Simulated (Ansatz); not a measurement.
Consider HgSe.

The calculation's input:

```
crystal:
  lattice:
    - [0.0, 3.0926650932, 3.1081284187]
    - [3.0926650932, 0.0, 3.1081284187]
    - [3.0926650932, 3.0926650932, 0.0]
  atoms:
    - { symbol: Hg, position: [0.0, 0.0, 0.0] }
    - { symbol: Se, position: [0.25, 0.25, 0.25] }
kpoints:
  mp_grid: { grid: [6, 6, 6] }
  band_path:
    path:
      - [0.0, 0.0, 0.0]
      - [-0.5, -0.5, 0.0]
      - [-0.375, -0.375, 0.25]
      - [-0.375, 0.0, 0.375]
      - [0.0, 0.0, 0.5]
      - [-0.5, -0.25, 0.25]
      - [-0.009115, -0.009115, 0.0]
    npoints: 1
hamiltonian:
  xc: hse06
scf:
  occupations: { method: fermi_dirac, width: 0.02 }
  n_extra_bands: 4
output:
  forces: true
  stress: true
  eigenvalues: true
  write_density: true
  write_potential: true
  elf: true
  volumetric_format: npy
```

Command:

```sh
ansatz run input.yaml --threads 2 --pin off --max-ram 2211MiB --backend cpu --events-out ev --progress --plain --runs-dir out
```

Below, planes, directions and counts refer to the conventional cell (a = 4.37 Å, b = 4.37 Å, c = 6.22 Å, α = 90.00°, β = 90.00°, γ = 90.00°).

Space group I-4m2; started from the zincblende prototype, which need not be the ambient phase; changed on purpose from its base cell (uniaxial z strain +0.5%).

Theory: DFT, HSE06, plane waves, PAW (Ansatz 0.2.0).

### Predict the valence pseudo-density and electron localisation function between the atoms.

Hg–Se (2.68 Å): the density is about 0.39 e/Å³ at the midpoint; the ELF is about 0.35 at the midpoint and 0.20 at its lowest between the atoms.

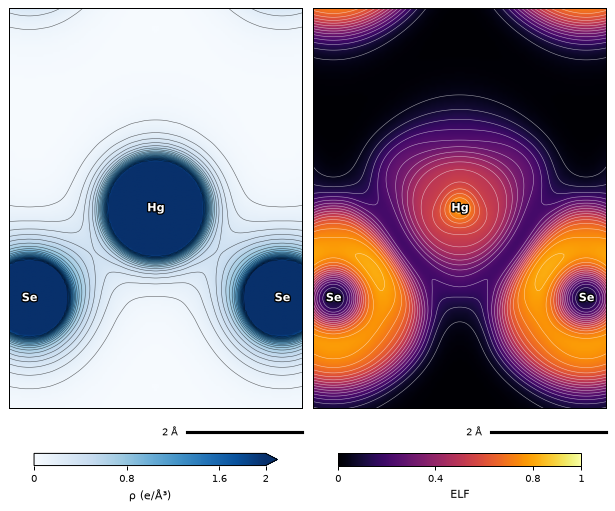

Computed valence pseudo-density and electron localisation function on the (100) plane of the conventional cell, in this order. 

In a PAW calculation such maps are meaningful between the atoms, not at the nuclei.
